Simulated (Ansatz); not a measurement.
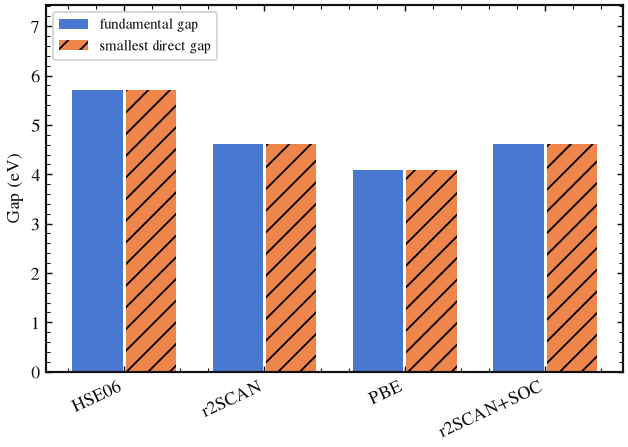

Gaps of HfO2, space group P4_2/mnm (No. 136), 6 atoms in the cell, rutile type, epitaxial (xy) strain −4.0%, at several levels of theory on one cell (Ansatz, plane waves and PAW; edges over the mesh and the special points).

Q: How does the gap depend on the level, and does its kind change?

A: In rising order: PBE 4.08 eV, r2SCAN 4.61 eV, r2SCAN+SOC 4.62 eV and HSE06 5.72 eV. It is direct at every level.
